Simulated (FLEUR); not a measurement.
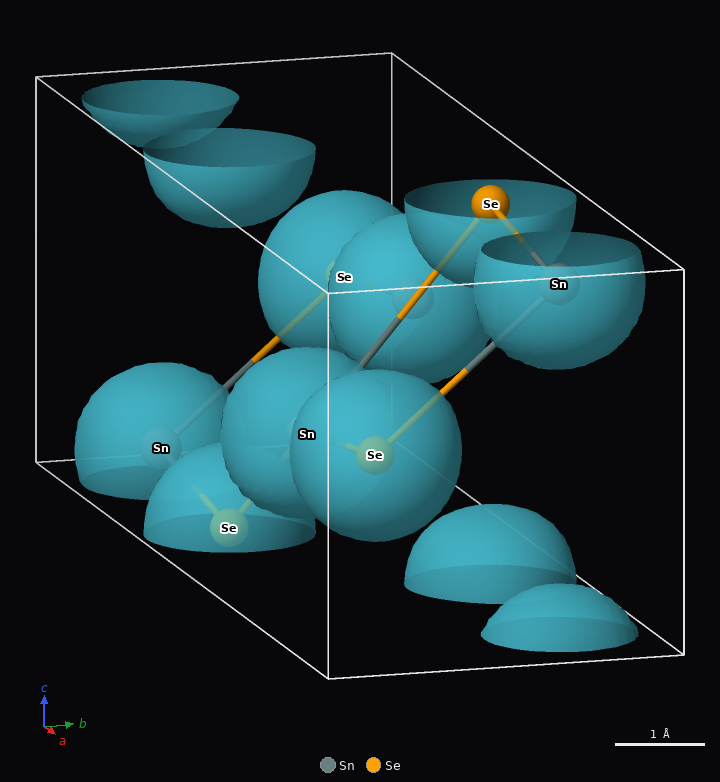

*SnSe. Isosurface of the electron density at 0.6 e/Å³ (cyan), seen slightly off an axis. Sticks mark near contacts.*

Space group Pnma.

Method: FLEUR, Kohn-Sham DFT of a periodic cell, RPBE, all-electron.

The calculation treats all electrons.

How is the density connected at this value?

Answer. At this value the density breaks into separate islands. It bridges none of the near contacts. It is pinched off along the shortest Sn–Se (2.69 Å) and Sn–Se (2.83 Å) contacts. On the grid the lowest density along these lines, outside the cores, is 0.39 e/Å³ (Sn–Se, 2.69 Å) and 0.31 e/Å³ (Sn–Se, 2.83 Å).

Metal or insulator at this level of theory?

Answer. It is gapped, with a Kohn–Sham gap of 0.64 eV on the k-point mesh (the band edges may lie off the mesh, which would make the gap smaller).
